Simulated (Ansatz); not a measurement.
Mo: geometry relaxation (part 1 of 3)

- system: Mo (slab, 20 atoms in the cell)
- method: DFT PBE+D3(BJ), scalar-relativistic, plane waves, PAW, no spin polarisation (Ansatz 0.2.0)

The structure derives from an entry of the Crystallography Open Database. The input holds or restrains some coordinates. Forces given for the steps count only the free coordinates. It belongs to a series of runs on one base structure; here: clean slab, lower planes held.

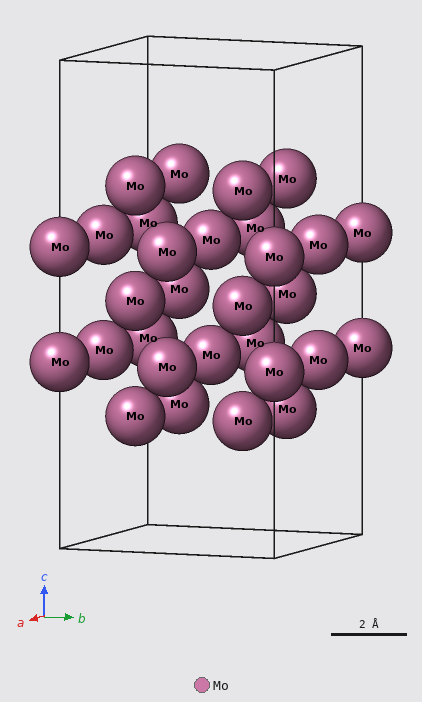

*The starting structure (spheres-only view of the cell of the calculation, with the vacuum cut short, seen slightly off an axis). An atom can appear more than once, as a periodic image.*

**Input file**
```yaml
crystal:
  lattice:
    - [6.2604336893, 0.0, 0.0]
    - [0.0, 6.2604336893, 0.0]
    - [0.0, 0.0, 22.2604336893]
  atoms:
    - { symbol: Mo, position: [0.25, 0.75, 0.3593820368] }
    - { symbol: Mo, position: [0.25, 0.25, 0.3593820368] }
    - { symbol: Mo, position: [0.75, 0.75, 0.3593820368] }
    - { symbol: Mo, position: [0.75, 0.25, 0.3593820368] }
    - { symbol: Mo, position: [0.5, 0.5, 0.4296910184] }
    - { symbol: Mo, position: [0.5, 0.0, 0.4296910184] }
    - { symbol: Mo, position: [0.0, 0.5, 0.4296910184] }
    - { symbol: Mo, position: [0.0, 0.0, 0.4296910184] }
    - { symbol: Mo, position: [0.75, 0.25, 0.5] }
    - { symbol: Mo, position: [0.75, 0.75, 0.5] }
    - { symbol: Mo, position: [0.25, 0.25, 0.5] }
    - { symbol: Mo, position: [0.25, 0.75, 0.5] }
    - { symbol: Mo, position: [0.0, 0.0, 0.5703089816] }
    - { symbol: Mo, position: [0.0, 0.5, 0.5703089816] }
    - { symbol: Mo, position: [0.5, 0.0, 0.5703089816] }
    - { symbol: Mo, position: [0.5, 0.5, 0.5703089816] }
    - { symbol: Mo, position: [0.25, 0.75, 0.6406179632] }
    - { symbol: Mo, position: [0.25, 0.25, 0.6406179632] }
    - { symbol: Mo, position: [0.75, 0.75, 0.6406179632] }
    - { symbol: Mo, position: [0.75, 0.25, 0.6406179632] }
basis:
  ecutwfc: 420
kpoints:
  mp_grid: { grid: [3, 3, 1] }
hamiltonian:
  xc: pbe
  dispersion: d3bj
scf:
  occupations: { method: gaussian, width: 0.1 }
output:
  forces: true
  eigenvalues: true
  write_density: true
  write_potential: true
  elf: true
  volumetric_format: npy
relax:
  adjacent_minimum: "off"
  f_tol: 0.03
  max_steps: 70
  constraints: [{ sites: [0, 1, 2, 3, 4, 5, 6, 7] }]
efield:
  axis: 3
  dipole_correction: true
  ramp_width: 0.04
```

Run on 4 threads of Arm Neoverse V2, 24 GiB of memory available, shared host.

Run as:
```bash
ansatz run input.yaml --threads 4 --pin off --max-ram 10240MiB --backend cpu --events-out ev --progress --plain --runs-dir out
```

**Output**
```
Engine: ansatz 0.2.0, aarch64-unknown-linux-gnu
Pseudopotentials: kind: paw
Pseudopotential: Mo, paw, valence charge 14, recommended cutoff 420 eV (normal), Mo.paw.azcp
Functional definition: PBE
  parameter kappa = 0.804
  parameter beta = 0.06672455060314922
  exchange = pbe_x(kappa = kappa, mu = beta*pi^2/3)
  correlation = pbe_c(beta = beta)
Crystal: 20 atoms, lattice volume = 872.454 Å³
Basis set: ecut = 420 eV, 17063 PW (Γ), exchange–correlation on 90×90×300 points (8 copies of the dense FFT grid, shifted against one another)
Bands: 168, of which v1, the nominal top of the filled ones, is band 140 counted from 1 (139 counted from 0)
Symmetry: 32 space group operations
k-points: 3 of 9
Non-local potential: Mo, projectors of the file, l = 0: 3, l = 1: 2, l = 2: 2, l = 3: 1
PAW form: soft (Blöchl's): semilocal exchange-correlation on the pseudo side does not see the compensation charge
PAW one-centre angular grid: Mo, 590 points (default); XC on 64 Gauss nodes
Initial density: superposition of atomic densities (neutral atoms: chi_scale 0, normalization atom), corrected by the library's trained network
Initial wavefunctions: pseudopotential atomic-orbital guess
Functional: x = pbe(κ = 0.804, μ = 0.2195149727645171), c = pbe(β = 0.06672455060314922)
SCF iter   1: F=—  HF=-99113.353092 eV  |F-HF|=—  |Δ(HF+E_count)|=         —  Δρ=8.33e-3  dr2=2.08e0  ethr=1.77e-3  p=0.000 e·Å  D=4.65e-14 V/Å  ΔV_dip=-0.00 eV  dr2_dipole=1.05e-9  V_vac-E_F(+/−)=3.96/3.96 eV  ⟨swp⟩=11.0  Hψ=2551  notcnv=0
efield: sawtooth ramp at fractional position 0.9800 (placed from the atoms, in the widest stretch of the axis that holds none; the zero of the levels goes with the place), width 0.0400; the density the first Hamiltonian is built on has a dipole p = 0.000 e·Å; the dipole correction subtracts the counter field D = 4.65e-14 V/Å, which shifts the + side's vacuum level by -0.00 eV against the − side's; the planar-averaged density in the ramp window peaks in size at 1.3e-5 e/Å³
preconditioner: auto → LDOS  [metal: Δε(μ)=0.037 eV  Ē_g=3.539 eV  σ=0.100 eV  W_gap=0.20  n_scr=162 (ndim 8)  ℏωp=13.8 eV  f_vac=0.554  D(μ)=34.97/eV (n_scr^D=294)  β→1.0]
SCF iter   2: F=—  HF=-99113.220420 eV  |F-HF|=—  |Δ(HF+E_count)|=   1.33e-1  Δρ=3.59e-3  dr2=3.06e-1  ethr=7.44e-4  p=0.000 e·Å  D=6.20e-7 V/Å  ΔV_dip=-0.00 eV  dr2_dipole=2.01e-10  V_vac-E_F(+/−)=3.92/3.92 eV  ⟨swp⟩=2.0  Hψ=682  notcnv=0  defer=44
SCF iter   3: F=—  HF=-99113.213211 eV  |F-HF|=—  |Δ(HF+E_count)|=   7.21e-3  Δρ=2.17e-3  dr2=8.13e-2  ethr=1.09e-4  p=-0.000 e·Å  D=-2.00e-7 V/Å  ΔV_dip=0.00 eV  dr2_dipole=3.08e-10  V_vac-E_F(+/−)=3.95/3.95 eV  ⟨swp⟩=2.0  Hψ=651  notcnv=0  defer=44
SCF iter   4: F=—  HF=-99113.203932 eV  |F-HF|=—  |Δ(HF+E_count)|=   9.28e-3  Δρ=4.22e-4  dr2=5.55e-3  ethr=2.90e-5  p=0.000 e·Å  D=4.01e-8 V/Å  ΔV_dip=-0.00 eV  dr2_dipole=1.26e-10  V_vac-E_F(+/−)=3.96/3.96 eV  ⟨swp⟩=2.3  Hψ=644  notcnv=0  defer=44
SCF iter   5: F=—  HF=-99113.203258 eV  |F-HF|=—  |Δ(HF+E_count)|=   6.74e-4  Δρ=1.03e-4  dr2=1.77e-4  ethr=1.98e-6  p=0.000 e·Å  D=7.08e-8 V/Å  ΔV_dip=-0.00 eV  dr2_dipole=6.17e-11  V_vac-E_F(+/−)=3.97/3.97 eV  ⟨swp⟩=2.3  Hψ=686  notcnv=0  defer=19
SCF iter   6: F=-99113.203270 eV  HF=-99113.203273 eV  |F-HF|=2.22e-6  |Δ(HF+E_count)|=   1.45e-5  Δρ=2.63e-5  dr2=1.77e-5  ethr=8.04e-9  p=0.000 e·Å  D=1.01e-7 V/Å  ΔV_dip=-0.00 eV  dr2_dipole=2.37e-11  V_vac-E_F(+/−)=3.97/3.97 eV  ⟨swp⟩=23.0  Hψ=5555  notcnv=0
SCF 1 converged in 6 iterations: F = -99113.203270 eV  dr2 = 1.77e-5
  greatest PAW one-centre occupation: 0.998 electrons in one spin orbital (limit 2), on the Mo atom at site 19 (counted from 0), in its partial waves of l = 0
relax step   1: F+E_penalty+E_count = -99113.20327038 eV  Δ(F+E_penalty+E_count) = +0.000e0 eV  max|allowed force component| = 1.156e0 eV/Å  Δτ_max = 0.0000 Å  (6 SCF iters, dr2 threshold 2.25e-5 eV, accepted)
Initial density: handed on by an earlier stage of this run
Initial wavefunctions: those handed on with the density
iter 1 solved again at ethr=2.77e-3 eV; its pass at ethr=3.10e-3 eV (dr2=7.74e0 eV) is discarded
SCF iter   1: F=—  HF=-99113.651185 eV  |F-HF|=—  |Δ(HF+E_count)|=         —  Δρ=1.23e-2  dr2=8.15e0  ethr=2.77e-3  p=0.000 e·Å  D=4.67e-7 V/Å  ΔV_dip=-0.00 eV  dr2_dipole=2.62e0  V_vac-E_F(+/−)=4.07/4.07 eV  ⟨swp⟩=1.0  Hψ=1726  notcnv=0  defer=16
efield: sawtooth ramp at fractional position 0.9800 (handed on by an earlier solve), width 0.0400; the density the first Hamiltonian is built on has a dipole p = 0.000 e·Å; the dipole correction subtracts the counter field D = 4.67e-7 V/Å, which shifts the + side's vacuum level by -0.00 eV against the − side's; the planar-averaged density in the ramp window peaks in size at 1.7e-6 e/Å³
preconditioner: auto → LDOS  [metal: Δε(μ)=0.032 eV  Ē_g=3.701 eV  σ=0.100 eV  W_gap=0.18  n_scr=162 (ndim 8)  ℏωp=13.8 eV  f_vac=0.559  D(μ)=31.55/eV (n_scr^D=262)  β→1.0]
SCF iter   2: F=—  HF=-99113.602454 eV  |F-HF|=—  |Δ(HF+E_count)|=   4.87e-2  Δρ=8.66e-3  dr2=1.58e0  ethr=2.77e-3  p=0.005 e·Å  D=9.39e-4 V/Å  ΔV_dip=-0.02 eV  dr2_dipole=1.28e-6  V_vac-E_F(+/−)=3.99/4.01 eV  ⟨swp⟩=2.3  Hψ=658  notcnv=0  defer=16
SCF iter   3: F=—  HF=-99113.476430 eV  |F-HF|=—  |Δ(HF+E_count)|=   1.26e-1  Δρ=4.79e-3  dr2=5.31e-1  ethr=5.65e-4  p=0.003 e·Å  D=5.55e-4 V/Å  ΔV_dip=-0.01 eV  dr2_dipole=1.25e-2  V_vac-E_F(+/−)=3.99/4.00 eV  ⟨swp⟩=2.7  Hψ=853  notcnv=0  defer=41
SCF iter   4: F=—  HF=-99113.425236 eV  |F-HF|=—  |Δ(HF+E_count)|=   5.12e-2  Δρ=8.21e-4  dr2=1.98e-2  ethr=1.90e-4  p=0.004 e·Å  D=8.20e-4 V/Å  ΔV_dip=-0.02 eV  dr2_dipole=2.09e-3  V_vac-E_F(+/−)=3.99/4.00 eV  ⟨swp⟩=2.0  Hψ=630  notcnv=0  defer=43
SCF iter   5: F=—  HF=-99113.422205 eV  |F-HF|=—  |Δ(HF+E_count)|=   3.03e-3  Δρ=3.38e-4  dr2=4.55e-3  ethr=7.05e-6  p=0.007 e·Å  D=1.55e-3 V/Å  ΔV_dip=-0.03 eV  dr2_dipole=3.10e-4  V_vac-E_F(+/−)=3.97/4.00 eV  ⟨swp⟩=2.0  Hψ=670  notcnv=0  defer=46
SCF iter   6: F=—  HF=-99113.422087 eV  |F-HF|=—  |Δ(HF+E_count)|=   1.18e-4  Δρ=1.74e-4  dr2=5.57e-4  ethr=1.62e-6  p=0.009 e·Å  D=1.92e-3 V/Å  ΔV_dip=-0.04 eV  dr2_dipole=2.01e-6  V_vac-E_F(+/−)=3.96/4.00 eV  ⟨swp⟩=2.0  Hψ=714  notcnv=0  defer=46
SCF iter   7: F=-99113.422053 eV  HF=-99113.422057 eV  |F-HF|=3.51e-6  |Δ(HF+E_count)|=   3.05e-5  Δρ=3.64e-5  dr2=2.09e-5  ethr=2.98e-8  p=0.010 e·Å  D=2.13e-3 V/Å  ΔV_dip=-0.05 eV  dr2_dipole=3.18e-7  V_vac-E_F(+/−)=3.96/4.00 eV  ⟨swp⟩=23.7  Hψ=5819  notcnv=0
SCF 2 converged in 7 iterations: F = -99113.422053 eV  dr2 = 2.09e-5
  greatest PAW one-centre occupation: 0.999 electrons in one spin orbital (limit 2), on the Mo atom at site 19 (counted from 0), in its partial waves of l = 0
relax step   2: F+E_penalty+E_count = -99113.42205323 eV  Δ(F+E_penalty+E_count) = -2.188e-1 eV  max|allowed force component| = 1.193e0 eV/Å  Δτ_max = 0.1991 Å  (7 SCF iters, dr2 threshold 8.36e-5 eV, accepted)
iter 1 solved again at ethr=1.07e-3 eV; its pass at ethr=3.10e-3 eV (dr2=3.00e0 eV) is discarded
SCF iter   1: F=—  HF=-99113.775828 eV  |F-HF|=—  |Δ(HF+E_count)|=         —  Δρ=5.86e-3  dr2=2.87e0  ethr=1.07e-3  p=0.010 e·Å  D=2.13e-3 V/Å  ΔV_dip=-0.05 eV  dr2_dipole=1.13e0  V_vac-E_F(+/−)=3.89/3.94 eV  ⟨swp⟩=1.3  Hψ=1494  notcnv=0  defer=50
efield: sawtooth ramp at fractional position 0.9800 (handed on by an earlier solve), width 0.0400; the density the first Hamiltonian is built on has a dipole p = 0.010 e·Å; the dipole correction subtracts the counter field D = 2.13e-3 V/Å, which shifts the + side's vacuum level by -0.05 eV against the − side's; the planar-averaged density in the ramp window peaks in size at 2.2e-6 e/Å³
preconditioner: auto → LDOS  [metal: Δε(μ)=0.101 eV  Ē_g=3.650 eV  σ=0.100 eV  W_gap=0.43  n_scr=162 (ndim 8)  ℏωp=13.8 eV  f_vac=0.558  D(μ)=23.72/eV (n_scr^D=154)  β→1.0]
SCF iter   2: F=—  HF=-99113.753977 eV  |F-HF|=—  |Δ(HF+E_count)|=   2.19e-2  Δρ=4.21e-3  dr2=4.31e-1  ethr=1.02e-3  p=0.026 e·Å  D=5.40e-3 V/Å  ΔV_dip=-0.12 eV  dr2_dipole=1.98e-3  V_vac-E_F(+/−)=3.91/4.03 eV  ⟨swp⟩=3.3  Hψ=643  notcnv=0  defer=50
SCF iter   3: F=—  HF=-99113.727985 eV  |F-HF|=—  |Δ(HF+E_count)|=   2.60e-2  Δρ=2.72e-3  dr2=2.24e-1  ethr=1.54e-4  p=0.025 e·Å  D=5.16e-3 V/Å  ΔV_dip=-0.11 eV  dr2_dipole=6.88e-3  V_vac-E_F(+/−)=3.90/4.02 eV  ⟨swp⟩=2.7  Hψ=803  notcnv=0  defer=50
SCF iter   4: F=—  HF=-99113.710873 eV  |F-HF|=—  |Δ(HF+E_count)|=   1.71e-2  Δρ=6.99e-4  dr2=1.44e-2  ethr=8.01e-5  p=0.025 e·Å  D=5.26e-3 V/Å  ΔV_dip=-0.12 eV  dr2_dipole=1.07e-3  V_vac-E_F(+/−)=3.91/4.03 eV  ⟨swp⟩=2.0  Hψ=598  notcnv=0  defer=50
SCF iter   5: F=—  HF=-99113.708577 eV  |F-HF|=—  |Δ(HF+E_count)|=   2.30e-3  Δρ=2.38e-4  dr2=1.98e-3  ethr=5.16e-6  p=0.025 e·Å  D=5.19e-3 V/Å  ΔV_dip=-0.12 eV  dr2_dipole=8.17e-5  V_vac-E_F(+/−)=3.91/4.03 eV  ⟨swp⟩=2.0  Hψ=693  notcnv=0  defer=50
SCF iter   6: F=—  HF=-99113.708458 eV  |F-HF|=—  |Δ(HF+E_count)|=   1.18e-4  Δρ=7.10e-5  dr2=1.17e-4  ethr=7.07e-7  p=0.025 e·Å  D=5.08e-3 V/Å  ΔV_dip=-0.11 eV  dr2_dipole=7.15e-7  V_vac-E_F(+/−)=3.92/4.03 eV  ⟨swp⟩=2.0  Hψ=597  notcnv=0  defer=50
SCF iter   7: F=-99113.708456 eV  HF=-99113.708459 eV  |F-HF|=2.64e-6  |Δ(HF+E_count)|=   4.44e-7  Δρ=1.75e-5  dr2=6.79e-6  ethr=3.18e-8  p=0.024 e·Å  D=4.93e-3 V/Å  ΔV_dip=-0.11 eV  dr2_dipole=1.53e-7  V_vac-E_F(+/−)=3.92/4.03 eV  ⟨swp⟩=22.0  Hψ=5764  notcnv=0
SCF 3 converged in 7 iterations: F = -99113.708456 eV  dr2 = 6.79e-6
relax step   3: F+E_penalty+E_count = -99113.70845616 eV  Δ(F+E_penalty+E_count) = -2.864e-1 eV  max|allowed force component| = 1.361e-1 eV/Å  Δτ_max = 0.0584 Å  (7 SCF iters, dr2 threshold 8.89e-5 eV, accepted)
SCF iter   1: F=—  HF=-99113.717358 eV  |F-HF|=—  |Δ(HF+E_count)|=         —  Δρ=2.05e-3  dr2=3.14e-1  ethr=6.11e-4  p=0.024 e·Å  D=4.93e-3 V/Å  ΔV_dip=-0.11 eV  dr2_dipole=1.12e-1  V_vac-E_F(+/−)=3.94/4.05 eV  ⟨swp⟩=2.0  Hψ=670  notcnv=0  defer=26
efield: sawtooth ramp at fractional position 0.9800 (handed on by an earlier solve), width 0.0400; the density the first Hamiltonian is built on has a dipole p = 0.024 e·Å; the dipole correction subtracts the counter field D = 4.93e-3 V/Å, which shifts the + side's vacuum level by -0.11 eV against the − side's; the planar-averaged density in the ramp window peaks in size at 6.8e-7 e/Å³
preconditioner: auto → LDOS  [metal: Δε(μ)=0.054 eV  Ē_g=3.641 eV  σ=0.100 eV  W_gap=0.29  n_scr=162 (ndim 8)  ℏωp=13.8 eV  f_vac=0.557  D(μ)=25.13/eV (n_scr^D=180)  β→1.0]
SCF iter   2: F=—  HF=-99113.711654 eV  |F-HF|=—  |Δ(HF+E_count)|=   5.70e-3  Δρ=6.60e-4  dr2=1.75e-2  ethr=1.12e-4  p=0.021 e·Å  D=4.34e-3 V/Å  ΔV_dip=-0.10 eV  dr2_dipole=4.03e-3  V_vac-E_F(+/−)=3.94/4.04 eV  ⟨swp⟩=1.0  Hψ=582  notcnv=0  defer=28
SCF iter   3: F=—  HF=-99113.712514 eV  |F-HF|=—  |Δ(HF+E_count)|=   8.60e-4  Δρ=8.71e-4  dr2=1.77e-2  ethr=6.25e-6  p=0.021 e·Å  D=4.44e-3 V/Å  ΔV_dip=-0.10 eV  dr2_dipole=1.15e-5  V_vac-E_F(+/−)=3.94/4.03 eV  ⟨swp⟩=3.0  Hψ=838  notcnv=0  defer=28
SCF iter   4: F=—  HF=-99113.710894 eV  |F-HF|=—  |Δ(HF+E_count)|=   1.62e-3  Δρ=1.22e-4  dr2=3.54e-4  ethr=6.25e-6  p=0.022 e·Å  D=4.48e-3 V/Å  ΔV_dip=-0.10 eV  dr2_dipole=7.19e-8  V_vac-E_F(+/−)=3.93/4.03 eV  ⟨swp⟩=2.0  Hψ=627  notcnv=0  defer=28
SCF iter   5: F=—  HF=-99113.710429 eV  |F-HF|=—  |Δ(HF+E_count)|=   4.65e-4  Δρ=2.97e-5  dr2=1.85e-5  ethr=1.26e-7  p=0.022 e·Å  D=4.60e-3 V/Å  ΔV_dip=-0.10 eV  dr2_dipole=1.17e-7  V_vac-E_F(+/−)=3.93/4.03 eV  ⟨swp⟩=3.0  Hψ=745  notcnv=0  defer=28
SCF iter   6: F=—  HF=-99113.710432 eV  |F-HF|=—  |Δ(HF+E_count)|=   3.55e-6  Δρ=1.17e-5  dr2=4.32e-6  ethr=6.62e-9  p=0.023 e·Å  D=4.73e-3 V/Å  ΔV_dip=-0.11 eV  dr2_dipole=9.60e-9  V_vac-E_F(+/−)=3.93/4.03 eV  ⟨swp⟩=2.3  Hψ=825  notcnv=0  defer=28
SCF iter   7: F=—  HF=-99113.710433 eV  |F-HF|=—  |Δ(HF+E_count)|=   3.57e-7  Δρ=9.86e-6  dr2=2.31e-6  ethr=4.13e-10  p=0.023 e·Å  D=4.82e-3 V/Å  ΔV_dip=-0.11 eV  dr2_dipole=2.14e-7  V_vac-E_F(+/−)=3.93/4.03 eV  ⟨swp⟩=20.0  Hψ=4685  notcnv=0
SCF iter   8: F=-99113.710433 eV  HF=-99113.710433 eV  |F-HF|=2.64e-8  |Δ(HF+E_count)|=   1.32e-7  Δρ=2.95e-6  dr2=2.13e-7  ethr=4.13e-10  p=0.024 e·Å  D=4.88e-3 V/Å  ΔV_dip=-0.11 eV  dr2_dipole=2.72e-10  V_vac-E_F(+/−)=3.93/4.03 eV  ⟨swp⟩=9.3  Hψ=3923  notcnv=0
SCF 4 converged in 8 iterations: F = -99113.710433 eV  dr2 = 2.13e-7
relax step   4: F+E_penalty+E_count = -99113.71043266 eV  Δ(F+E_penalty+E_count) = -1.977e-3 eV  max|allowed force component| = 3.193e-2 eV/Å  Δτ_max = 0.0186 Å  (8 SCF iters, dr2 threshold 1.16e-6 eV, accepted)
```
